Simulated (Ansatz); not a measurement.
# Ga$_{2}$N: what the fields show

```
CELL_PARAMETERS angstrom
5.70211 0.00000 0.00000
0.00000 5.70211 0.00000
0.00000 0.00000 5.70211
ATOMIC_POSITIONS crystal
Ga 0.25000 0.25000 0.25000
Ga 0.75000 0.75000 0.25000
Ga 0.75000 0.25000 0.75000
Ga 0.25000 0.75000 0.75000
Ga 0.75000 0.25000 0.25000
Ga 0.25000 0.75000 0.25000
Ga 0.25000 0.25000 0.75000
Ga 0.75000 0.75000 0.75000
N 0.50000 0.00000 0.00000
N 0.00000 0.50000 0.00000
N 0.00000 0.00000 0.50000
N 0.50000 0.50000 0.50000
```

Space group Fm-3m; a structure generated by program, which may or may not match a known phase; computed without spin polarisation.

All numbers below come from DFT PBE, scalar-relativistic, plane waves, PAW in Ansatz.

In a PAW calculation such maps are meaningful between the atoms, not at the nuclei.

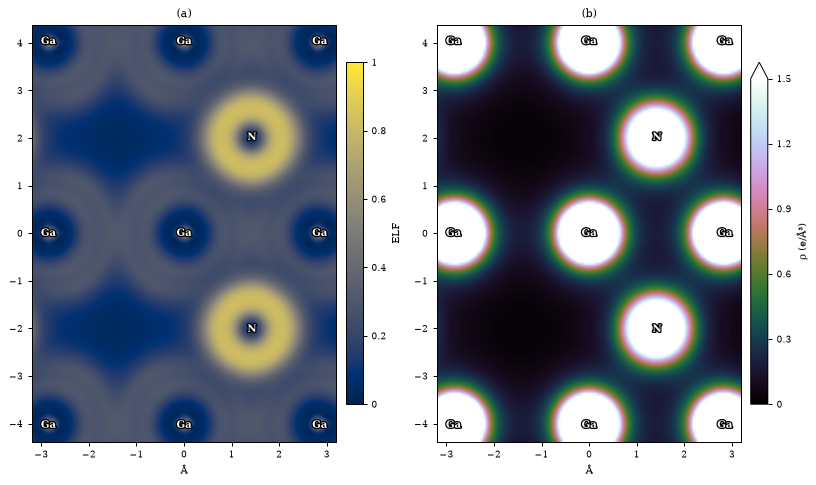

Figure 1. (a) ELF; (b) valence charge density (pseudo) on the (110) plane of the conventional cell.

Q: Interpret the plot.

A: The plane passes through Ga and N nuclei.
Ga–N (2.47 Å): the density is about 0.27 e/Å³ at the midpoint; the ELF peaks at about 0.80 in the valence shell of N, 0.6 Å from its nucleus, and drops to about 0.25 between the two atoms (no shared electron pair shows on this line).
Between the atoms the lowest density in this plane is 0.03 e/Å³.
The features right at Ga lie inside the PAW spheres, where the map follows smoothed inner orbitals and isn't to be read closely.

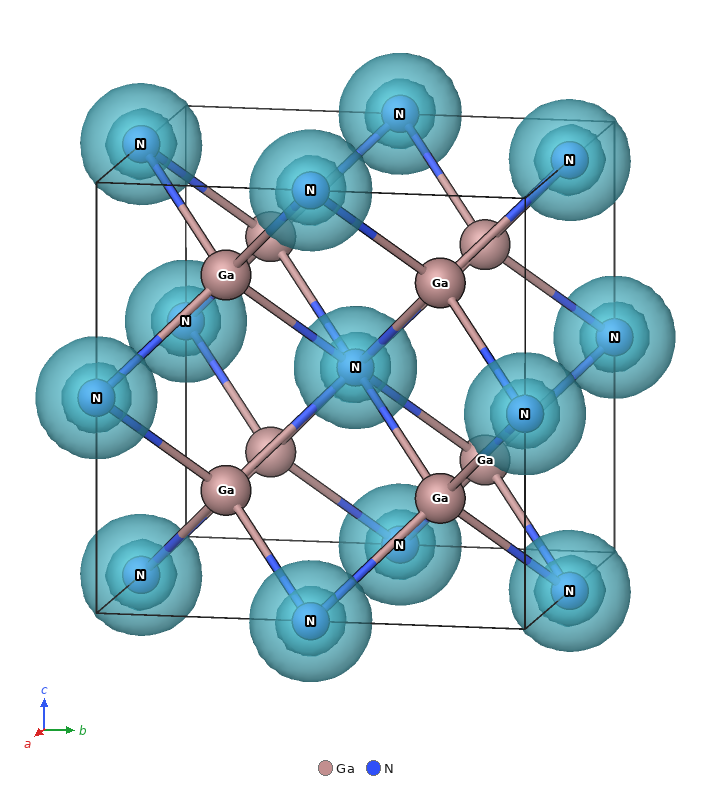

Figure 2. Isosurface of the electron localisation function at 0.75 (cyan), seen slightly off an axis. Core shells and regions of very low density are left out. Sticks mark near contacts.

Q: Describe the localisation domains.

A: The ELF exceeds this value in four regions wrapped around N (the valence shell of each), counted in one cell of 12 atoms. Any copies at cell faces, edges or corners count once.

Q: Metal or insulator at this level of theory?

A: It is gapless in this calculation (a metal or semimetal).

Q: Which way does charge flow, and how much by Bader's partition?

A: Electrons move from Ga towards N. Bader charges: Ga +0.57 and N −1.14 e.
